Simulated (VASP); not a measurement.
# AgHgBr3 with PBEsol + D3(BJ): from relaxation to properties, part 2 of 4

What structure does AgHgBr3 take at this level, and what are its properties? The cell is invented: it takes the structure of COD entry 1010118, CsHgBr3 (space group 221 there), with some of its atoms replaced by other elements, volume scaled by an estimate. It may not be a known or stable phase.

VASP 6.6.1; PBEsol with D3(BJ); plane waves and PAW (Hg, Ag, Br); invented cell.

Still holding for the runs below: The k-mesh is coarse for a metal.

So far. Step 2 (Rough relaxation of the start cell): It ends with forces that vanish by symmetry and a pressure of 0.17 GPa. Step 3 (Full relaxation (PBEsol + D3(BJ))): It ends with forces that vanish by symmetry and a pressure of -0.02 GPa. The relaxed cell has a = 5.362 Å (conventional setting).

## Step 4: Single point with fields (PBEsol + D3(BJ))

The relaxed cell gets a fresh self-consistent run, on a basis set for its own volume, to fix the density and to check the remaining stress.

The input, INCAR:

```
SYSTEM = AgHgBr3
PREC = Accurate
ENCUT = 400
EDIFF = 1E-06
NELM = 100
ISMEAR = -1
SIGMA = 0.05
LREAL = .FALSE.
ALGO = Normal
GGA = PS
IVDW = 12
NBANDS = 28
LORBIT = 11
LWAVE = .FALSE.
LCHARG = .TRUE.
ISIF = 2
LELF = .TRUE.
LVHAR = .TRUE.
```

The input, POSCAR:

```
AgHgBr3
1.0
    5.3618733194      0.0000000000      0.0000000000
    0.0000000000      5.3618733194      0.0000000000
    0.0000000000      0.0000000000      5.3618733194
Hg Ag Br
1 1 3
Direct
    0.5000000000      0.5000000000      0.5000000000
    0.0000000000      0.0000000000      0.0000000000
    0.0000000000      0.5000000000      0.5000000000
    0.5000000000      0.0000000000      0.5000000000
    0.5000000000      0.5000000000      0.0000000000
```

The input, KPOINTS:

```
Automatic mesh
0
Gamma
4 4 4
0 0 0
```

Potentials, in the order of the species: Hg, Ag and Br (PBE family, release 64).

Launch:

```sh
$ mpirun -np 2 vasp_std
```

The log of the run:

```text
[banner, memory and clock lines left out]
running    2 mpi-ranks, on    1 nodes
 distrk:  each k-point on    2 cores,    1 groups
 distr:  one band on    1 cores,    2 groups

 POSCAR found type information on POSCAR HgAgBr
 POSCAR found :  3 types and       5 ions
 [... a notice as in an earlier step ...]

 LDA part: xc-table for (Slater+PW92), standard interpolation
 POSCAR, INCAR and KPOINTS ok, starting setup
 FFT: planning ... GRIDC
 FFT: planning ... GRID_SOFT
 FFT: planning ... GRID
 WAVECAR not read
 entering main loop
       N       E                     dE             d eps       ncg     rms          rms(c)
DAV:   1     0.262529048089E+03    0.26253E+03   -0.17029E+04   576   0.110E+03
DAV:   2     0.763184993222E+01   -0.25490E+03   -0.24686E+03   696   0.265E+02
DAV:   3    -0.990643412273E+01   -0.17538E+02   -0.17398E+02   636   0.690E+01
DAV:   4    -0.101292005427E+02   -0.22277E+00   -0.22247E+00   656   0.831E+00
DAV:   5    -0.101319236223E+02   -0.27231E-02   -0.27225E-02   652   0.886E-01    0.124E+01
DAV:   6    -0.917744252413E+01    0.95448E+00   -0.15983E+00   652   0.154E+01    0.924E+00
DAV:   7    -0.909552069410E+01    0.81922E-01   -0.11632E+00   612   0.692E+00    0.342E+00
DAV:   8    -0.908107608377E+01    0.14445E-01   -0.23228E-01   612   0.448E+00    0.606E-01
DAV:   9    -0.907783552396E+01    0.32406E-02   -0.23037E-02   612   0.166E+00    0.220E-01
DAV:  10    -0.907811838640E+01   -0.28286E-03   -0.24574E-03   628   0.290E-01    0.923E-02
DAV:  11    -0.907826616862E+01   -0.14778E-03   -0.17208E-03   660   0.374E-01    0.757E-02
DAV:  12    -0.907815700302E+01    0.10917E-03   -0.35944E-04   612   0.162E-01    0.327E-02
DAV:  13    -0.907815677549E+01    0.22753E-06   -0.40689E-05   608   0.381E-02    0.874E-03
DAV:  14    -0.907815640869E+01    0.36680E-06   -0.25982E-06   548   0.132E-02
   1 F= -.10301516E+02 E0= -.10295731E+02  d E =-.115701E-01
```

Elapsed: 17 s, on 2 MPI ranks of AMD EPYC 7R43, shared host; peak memory 0.3 GiB.

From OUTCAR (step 4):

```text
  LATTYP: Found a simple cubic cell.
 ALAT       =     5.3618733194

The static configuration has the point symmetry O_h .

 Found     10 irreducible k-points:

   ENCUT  =  400.0 eV  29.40 Ry    5.42 a.u.   8.74  8.74  8.74*2*pi/ulx,y,z

   NELECT =      44.0000    total number of electrons

 E-fermi :   1.1685

 k-point     1 :       0.0000    0.0000    0.0000
  band No.  band energies     occupation
    ...
     20      -0.5028      2.00000
     21      -0.5028      2.00000
     22      -0.5028      2.00000
     23      -0.4716      2.00000
     24       1.0645      1.77825
     25       7.5751      0.00000
     26       7.5751      0.00000
     27       7.9425      0.00000
     28       7.9425      0.00000

 k-point     2 :       0.2500    0.0000    0.0000
  band No.  band energies     occupation
    ...
     18      -0.6677      2.00000
     19      -0.6677      2.00000
     20      -0.6516      2.00000
     21      -0.4862      2.00000
     22      -0.4862      2.00000
     23       1.3032      0.12678
     24       2.0036      0.00000
     25       6.0217      0.00000
     26       7.2207      0.00000
     27       7.2207      0.00000
    ...

 Edisp (eV)   -1.22336

  Total      -0.01761    -0.01761    -0.01761     0.00000    -0.00000     0.00000
  in kB      -0.18307    -0.18307    -0.18307     0.00000    -0.00000     0.00000
  external pressure =       -0.18 kB  Pullay stress =        0.00 kB

  energy-cutoff  :      400.00
  volume of cell :      154.15
      direct lattice vectors                 reciprocal lattice vectors
     5.361873319  0.000000000  0.000000000     0.186501982  0.000000000  0.000000000
     0.000000000  5.361873319  0.000000000     0.000000000  0.186501982  0.000000000
     0.000000000  0.000000000  5.361873319     0.000000000  0.000000000  0.186501982

 POSITION                                       TOTAL-FORCE (eV/Angst)
 -----------------------------------------------------------------------------------
      2.68094      2.68094      2.68094         0.000000      0.000000      0.000000
      0.00000      0.00000      0.00000         0.000000      0.000000      0.000000
      0.00000      2.68094      2.68094         0.000000      0.000000      0.000000
      2.68094      0.00000      2.68094         0.000000      0.000000      0.000000
      2.68094      2.68094      0.00000         0.000000      0.000000      0.000000
 -----------------------------------------------------------------------------------
    total drift:                                0.000000      0.000000      0.000000

  FREE ENERGIE OF THE ION-ELECTRON SYSTEM (eV)
  ---------------------------------------------------
  free  energy   TOTEN  =       -10.3015164514 eV

  energy  without entropy=      -10.2899463662  energy(sigma->0) =      -10.29573141

 total charge
# of ion       s       p       d       tot
------------------------------------------
    1        0.642   0.370   9.438  10.450
    2        0.095   0.027   9.401   9.523
    3        1.615   3.185   0.019   4.819
    4        1.615   3.185   0.019   4.819
    5        1.615   3.185   0.019   4.819
--------------------------------------------------
tot          5.580   9.954  18.896  34.431

[... 4 parts as in an earlier step ...]

[... 6 further parts left out ...]
```

Numbers from this step:

| Item | Value |
| --- | --- |
| SCF cycles | 14 |
| pressure | -0.01831 GPa |

Valence electrons inside each PAW sphere by angular momentum. Sphere charges, by row:

```csv
atom,s (e),p (e),d (e),tot (e)
Hg1,0.642,0.37,9.438,10.45
Ag2,0.095,0.027,9.401,9.523
Br3,1.615,3.185,0.019,4.819
Br4,1.615,3.185,0.019,4.819
Br5,1.615,3.185,0.019,4.819
```

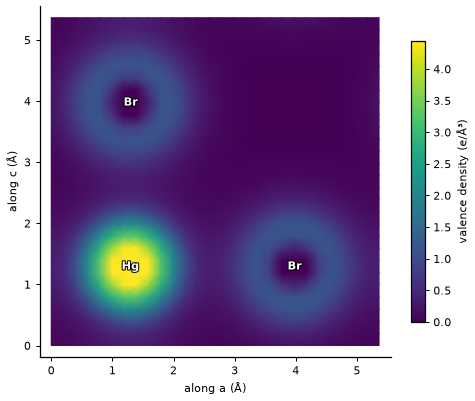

Valence density in the ac plane at fractional y = 0.500, with atoms of Hg and Br within 0.2 Å of it. It is the smooth field of the valence electrons, not physical close to the nuclei. The map starts off the cell's origin, so that atoms lie inside it.

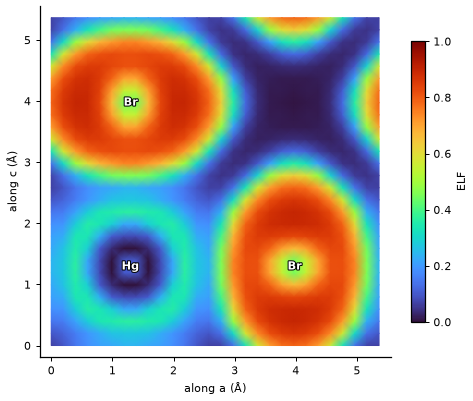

ELF in the ac plane at fractional y = 0.500, with atoms of Hg and Br within 0.2 Å of it. It is the smooth field of the valence electrons, not physical close to the nuclei. The map starts off the cell's origin, so that atoms lie inside it.

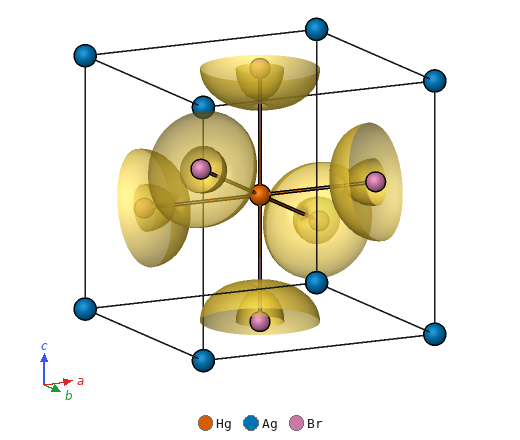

Surface of ELF = 0.82.

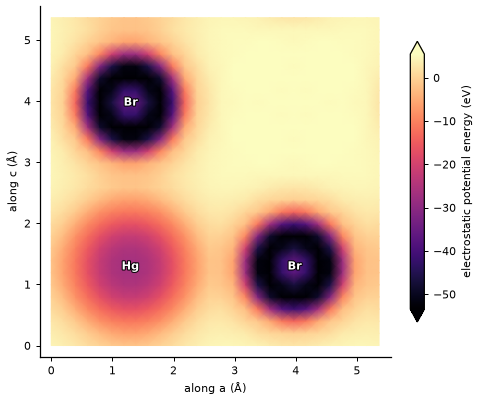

Electrostatic potential energy in the ac plane at fractional y = 0.500, with atoms of Hg and Br within 0.2 Å of it. With pseudopotentials it is smooth inside the atoms' cores, unlike the true potential. The map starts off the cell's origin, so that atoms lie inside it.

In this run the pressure is -0.02 GPa, small enough to go on.

## Step 5: Bands along the symmetry lines (PBEsol + D3(BJ))

Levels along the symmetry lines show where the bands peak and cross; KPOINTS_OPT computes them in the converged potential.

The input, INCAR:

```
SYSTEM = AgHgBr3
PREC = Accurate
ENCUT = 400
EDIFF = 1E-06
NELM = 100
ISMEAR = -1
SIGMA = 0.05
LREAL = .FALSE.
ALGO = Normal
GGA = PS
IVDW = 12
NBANDS = 37
LORBIT = 11
LWAVE = .FALSE.
LCHARG = .FALSE.
KPAR = 2
```

POSCAR is that of step 4.

KPOINTS is that of step 4.

The input, KPOINTS_OPT:

```
Line mode
16
Line-mode
Reciprocal
  0.00000000   0.00000000   0.00000000 GAMMA
  0.00000000   0.50000000   0.00000000 X

  0.00000000   0.50000000   0.00000000 X
  0.50000000   0.50000000   0.00000000 M

  0.50000000   0.50000000   0.00000000 M
  0.00000000   0.00000000   0.00000000 GAMMA

  0.00000000   0.00000000   0.00000000 GAMMA
  0.50000000   0.50000000   0.50000000 R

  0.50000000   0.50000000   0.50000000 R
  0.00000000   0.50000000   0.00000000 X

  0.50000000   0.50000000   0.00000000 M
  0.50000000   0.50000000   0.50000000 R
```

Launch:

```sh
$ mpirun -np 2 vasp_std
```

The log of the run:

```text
[... set-up lines as in an earlier step ...]
 entering main loop
       N       E                     dE             d eps       ncg     rms          rms(c)
DAV:   1     0.241642686529E+03    0.24164E+03   -0.16479E+04   772   0.835E+02
DAV:   2     0.503943961119E+01   -0.23660E+03   -0.22343E+03   880   0.214E+02
DAV:   3    -0.100089276532E+02   -0.15048E+02   -0.14940E+02   899   0.526E+01
DAV:   4    -0.101309062449E+02   -0.12198E+00   -0.12192E+00   826   0.522E+00
DAV:   5    -0.101319460823E+02   -0.10398E-02   -0.10398E-02   866   0.474E-01    0.124E+01
DAV:   6    -0.918317090861E+01    0.94878E+00   -0.91971E-01   888   0.117E+01    0.938E+00
DAV:   7    -0.909122374898E+01    0.91947E-01   -0.82490E-01   808   0.497E+00    0.338E+00
DAV:   8    -0.908054226117E+01    0.10681E-01   -0.16269E-01   811   0.317E+00    0.584E-01
DAV:   9    -0.907790452772E+01    0.26377E-02   -0.13947E-02   821   0.114E+00    0.184E-01
DAV:  10    -0.907806867724E+01   -0.16415E-03   -0.16783E-03   825   0.223E-01    0.906E-02
DAV:  11    -0.907822118564E+01   -0.15251E-03   -0.66273E-04   822   0.202E-01    0.666E-02
DAV:  12    -0.907815953985E+01    0.61646E-04   -0.13030E-04   841   0.900E-02    0.314E-02
DAV:  13    -0.907815673966E+01    0.28002E-05   -0.26658E-05   833   0.270E-02    0.494E-03
DAV:  14    -0.907815651857E+01    0.22110E-06   -0.32634E-06   839   0.125E-02
   1 F= -.10301517E+02 E0= -.10295730E+02  d E =-.115721E-01
 Start KPOINTS_OPT (optional k-point list driver)
k-point batch [1-10\96]
       N       E                     dE             ncg
DAV:   1     0.793248518727E+03   -0.11673E+04      756
DAV:   2    -0.164076683885E+04   -0.24340E+04      899
DAV:   3    -0.180033611378E+04   -0.15957E+03      875
DAV:   4    -0.180181084470E+04   -0.14747E+01      851
DAV:   5    -0.180182323903E+04   -0.12394E-01      816
DAV:   6    -0.180182346035E+04   -0.22131E-03      865
DAV:   7    -0.180182346576E+04   -0.54110E-05      829
DAV:   8    -0.180182346590E+04   -0.13778E-06      542
[...]
k-point batch [91-96\96]
       N       E                     dE             ncg
DAV:   1     0.451118047665E+04   -0.61822E+04      452
DAV:   2     0.307296346787E+04   -0.14382E+04      530
DAV:   3     0.297899652221E+04   -0.93967E+02      544
DAV:   4     0.297814782519E+04   -0.84870E+00      497
DAV:   5     0.297814017925E+04   -0.76459E-02      508
DAV:   6     0.297814002942E+04   -0.14984E-03      521
DAV:   7     0.297814002546E+04   -0.39600E-05      503
DAV:   8     0.297814002535E+04   -0.10426E-06      366
```

It took 98 s on 2 MPI ranks; peak memory 0.44 GiB.

From OUTCAR (step 5):

```text
   k-points           NKPTS =     10   k-points in BZ     NKDIM =     10   number of bands    NBANDS=     37

   NELECT =      44.0000    total number of electrons

 E-fermi :   1.1685

 k-point     1 :       0.0000    0.0000    0.0000
  band No.  band energies     occupation
    ...
     20      -0.5027      2.00000
     21      -0.5027      2.00000
     22      -0.5027      2.00000
     23      -0.4717      2.00000
     24       1.0644      1.77839
     25       7.5751      0.00000
     26       7.5751      0.00000
     27       7.9424      0.00000
     28       7.9424      0.00000
     29       7.9424      0.00000
    ...

 Edisp (eV)   -1.22336

  Total      -0.01822    -0.01822    -0.01822    -0.00000     0.00000    -0.00000
  in kB      -0.18937    -0.18937    -0.18937    -0.00000     0.00000    -0.00000
  external pressure =       -0.19 kB  Pullay stress =        0.00 kB

  FREE ENERGIE OF THE ION-ELECTRON SYSTEM (eV)
  ---------------------------------------------------
  free  energy   TOTEN  =       -10.3015165613 eV

  energy  without entropy=      -10.2899444315  energy(sigma->0) =      -10.29573050

[... 9 parts as in an earlier step ...]

[... 8 further parts left out ...]
```

Spin-orbit coupling is off here; with elements this heavy it splits and shifts levels by tenths of an eV or more.

Numbers from this step:

* bands: 37
* pressure: -0.01894 GPa

The electronic bands at the labelled points (eV, zero at the Fermi level; # counts the bands kept, so #1 is VASP's band 4):

```csv
point,#16,#17,#18,#19,#20,#21,#22,#23
Γ,-1.81,-1.67,-1.67,-1.67,-1.64,-0.10,6.41,6.41
X,-1.93,-1.83,-1.59,-1.59,1.38,2.43,3.71,5.68
M,-1.71,-1.71,-1.02,-0.07,1.38,4.07,4.79,5.01
Γ,-1.81,-1.67,-1.67,-1.67,-1.64,-0.10,6.41,6.41
R,-1.04,-1.04,-0.06,-0.06,0.26,4.54,4.54,4.54
X,-1.93,-1.83,-1.59,-1.59,1.38,2.43,3.71,5.68
jump to M,-1.71,-1.71,-1.02,-0.07,1.38,4.07,4.79,5.01
R,-1.04,-1.04,-0.06,-0.06,0.26,4.54,4.54,4.54
```

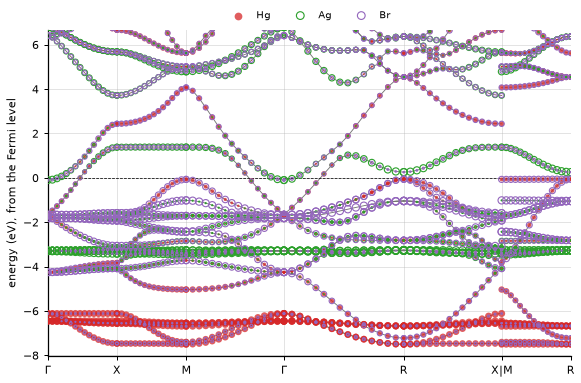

Electronic bands along the path; dots are coloured as in the legend, and their area grows with the weight.

There is no gap at this level.

## Step 6: Density of states (PBEsol + D3(BJ))

Here the states are counted by energy and projected on the atoms. The mesh is finer than in the run before.

INCAR, as its differences from that of step 5:

```diff
@@ -5,3 +5,3 @@
 NELM = 100
-ISMEAR = -1
+ISMEAR = -5
 SIGMA = 0.05
@@ -16 +16,2 @@
 KPAR = 2
+NEDOS = 2001
```

POSCAR is that of step 5.

The input, KPOINTS:

```
Automatic mesh
0
Gamma
6 6 6
0 0 0
```

Launch:

```sh
$ mpirun -np 2 vasp_std
```

The log of the run:

```text
[... set-up lines as in an earlier step ...]
 entering main loop
       N       E                     dE             d eps       ncg     rms          rms(c)
DAV:   1     0.255835698582E+03    0.25584E+03   -0.16521E+04  1496   0.834E+02
DAV:   2     0.667566411034E+01   -0.24916E+03   -0.23561E+03  1739   0.219E+02
DAV:   3    -0.997888107290E+01   -0.16655E+02   -0.16549E+02  1761   0.555E+01
DAV:   4    -0.101205986235E+02   -0.14172E+00   -0.14169E+00  1703   0.563E+00
DAV:   5    -0.101218134999E+02   -0.12149E-02   -0.12162E-02  1736   0.512E-01    0.124E+01
DAV:   6    -0.917614138915E+01    0.94567E+00   -0.89879E-01  1778   0.121E+01    0.929E+00
DAV:   7    -0.909277722842E+01    0.83364E-01   -0.87738E-01  1649   0.517E+00    0.345E+00
DAV:   8    -0.907977951176E+01    0.12998E-01   -0.17263E-01  1629   0.335E+00    0.630E-01
DAV:   9    -0.907804199714E+01    0.17375E-02   -0.16931E-02  1656   0.130E+00    0.229E-01
DAV:  10    -0.907758443964E+01    0.45756E-03   -0.21907E-03  1635   0.311E-01    0.830E-02
DAV:  11    -0.907762838466E+01   -0.43945E-04   -0.64504E-04  1633   0.192E-01    0.955E-02
DAV:  12    -0.907770772031E+01   -0.79336E-04   -0.15450E-04  1696   0.969E-02    0.335E-02
DAV:  13    -0.907771872047E+01   -0.11000E-04   -0.44438E-05  1673   0.398E-02    0.350E-03
DAV:  14    -0.907771317938E+01    0.55411E-05   -0.22257E-06  1436   0.883E-03    0.290E-03
DAV:  15    -0.907771013712E+01    0.30423E-05   -0.12430E-07   965   0.191E-03    0.239E-03
DAV:  16    -0.907771130431E+01   -0.11672E-05   -0.18276E-08   940   0.804E-04    0.518E-04
DAV:  17    -0.907771152725E+01   -0.22294E-06   -0.38389E-09   920   0.475E-04
   1 F= -.10301072E+02 E0= -.10301072E+02  d E =0.000000E+00
 -----------------------------------------------------------------------------
|                                                                             |
|           W    W    AA    RRRRR   N    N  II  N    N   GGGG   !!!           |
|           W    W   A  A   R    R  NN   N  II  NN   N  G    G  !!!           |
|           W    W  A    A  R    R  N N  N  II  N N  N  G       !!!           |
|           W WW W  AAAAAA  RRRRR   N  N N  II  N  N N  G  GGG   !            |
|           WW  WW  A    A  R   R   N   NN  II  N   NN  G    G                |
|           W    W  A    A  R    R  N    N  II  N    N   GGGG   !!!           |
|                                                                             |
|     Tetrahedron method does not include variations of the Fermi             |
|     occupations, so forces and stress will be inaccurate. We suggest        |
|     using a different smearing scheme ISMEAR = 1 or 2 for metals in         |
|     relaxations.                                                            |
|                                                                             |
 -----------------------------------------------------------------------------
```

It took 44 s on 2 MPI ranks; peak memory 0.42 GiB.

Parts of OUTCAR (step 6):

```text
   k-points           NKPTS =     20   k-points in BZ     NKDIM =     20   number of bands    NBANDS=     37

   NELECT =      44.0000    total number of electrons

 E-fermi :   0.9527

 k-point     1 :       0.0000    0.0000    0.0000
  band No.  band energies     occupation
    ...
     19      -0.6311      2.00000
     20      -0.4883      2.00000
     21      -0.4883      2.00000
     22      -0.4883      2.00000
     23      -0.4316      2.47864
     24       1.0406      0.00000
     25       7.5697      0.00000
     26       7.5697      0.00000
     27       7.9231      0.00000
     28       7.9231      0.00000
    ...

 Edisp (eV)   -1.22336

  Total       0.01307     0.01307     0.01307     0.00000    -0.00000     0.00000
  in kB       0.13581     0.13581     0.13581     0.00000    -0.00000     0.00000
  external pressure =        0.14 kB  Pullay stress =        0.00 kB

  FREE ENERGIE OF THE ION-ELECTRON SYSTEM (eV)
  ---------------------------------------------------
  free  energy   TOTEN  =       -10.3010715700 eV

  energy  without entropy=      -10.3010715700  energy(sigma->0) =      -10.30107157

[... 7 parts as in an earlier step ...]

[... 10 further parts left out ...]
```

With tetrahedra the forces and stress of a metal are not exact derivatives of the energy.

This step gave:

```
SCF cycles             : 17
irreducible k-points   : 20
Fermi energy           : 0.9527 eV
pressure               : 0.01358 GPa
DOS at the Fermi level : 0.7224 states/eV/cell
```

The density of states has structure finer than the step of the table below, so its rows give means over 1 eV, whole bins alone (the curve runs from -2.54 to 7.75 eV). Peaks (eV: height): total -2.4: 11.3, -1.6: 11.5, -1.4: 13.5, 5.9: 6.09; Br p -2.4: 4.70, -1.6: 6.51, -1.4: 7.96; Hg d -2.4: 0.845, -1.6: 0.383, -0.6: 0.381, -0.3: 0.346; Ag d -2.4: 0.852, -2.0: 0.293, -1.4: 0.504.

States under -2.5 eV and over 7.7 eV are left out, among them most of the Ag d (centred near -3.1 eV) states. The density of states by energy, zero at the Fermi level; means over each step; values in states/eV/cell:

```csv
energy (eV),total,Br p,Hg d,Ag d
-2,5.42,2.62,0.263,0.322
-1,6.28,3.75,0.237,0.145
0,0.814,0.374,0.127,6.9e-4
1,1.93,0.256,0.00883,0.00228
2,0.730,0.193,0.0181,1.6e-4
3,0.811,0.238,0.0273,3.0e-4
4,0.559,0.0977,0.00862,5.5e-4
5,2.78,0.178,0.00543,0.00674
6,3.87,0.329,0.0130,0.0119
7,2.31,0.228,0.0328,0.0193
```

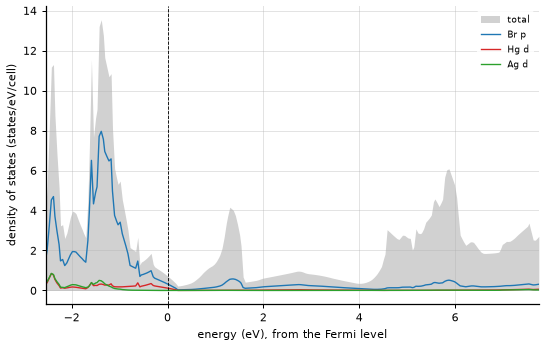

Density of states, plotted against energy.

The finer mesh and the other smearing move the Fermi level by -0.22 eV from the 4×4×4 run, one measure of the sampling error in the zero of the bands above. Of the states within 0.3 eV of the Fermi level, the largest shares in the PAW spheres are Br p 46 % and Hg d 17 %. The rest lies in smaller channels or between the spheres.

(Part 2 of 4 ends here.)

[Lines on the potential files, build, host, timing and source positions are cut from VASP's logs without a mark.]

[Logs are printed without paths, hosts, clocks, repeated set-up lines and the standing remarks that a program may print on its own settings, such as how far it seeks lower states.]

[Hosts, paths, dates, database ids (printed as entryN), source tags and the programs' standing remarks are cut or masked in the printed files.]

[A measured line is paired with the nearest computed mode of its activity, which favours agreement.]
